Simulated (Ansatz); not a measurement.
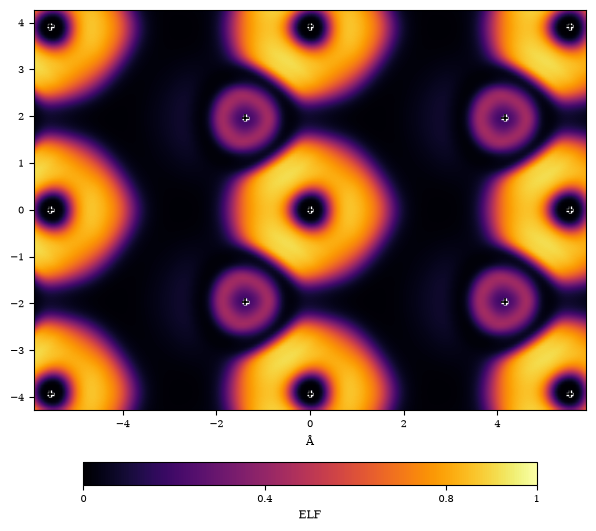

The electron localisation function on a plane through atoms (crosses mark nuclei in the plane).

Method: Kohn-Sham DFT of a periodic cell, PBE0, Ansatz PAW (Ansatz 0.2.0).

Candidates:
A. MgS, a = 5.55 Å, b = 5.55 Å, c = 5.55 Å, α = 90.00°, β = 90.00°, γ = 90.00°. Space group F-43m; a structure from a database of computed crystals, not necessarily the ambient phase; computed pressure about 4 GPa in this cell.
B. GaSb, a = 5.39 Å, b = 5.39 Å, c = 3.12 Å, α = 90.00°, β = 90.00°, γ = 90.00°. Space group I-4m2; a structure from a database of computed crystals, not necessarily the ambient phase; computed pressure about 2 GPa in this cell.

### Which candidate gave the map?

Candidate A: MgS on the (101) plane of the conventional cell, which holds S and Mg. Mg–S (2.40 Å): the ELF peaks at about 0.90 in the valence shell of S, 0.9 Å from its nucleus, and falls to about 0.05 next to Mg (a largely ionic contact).
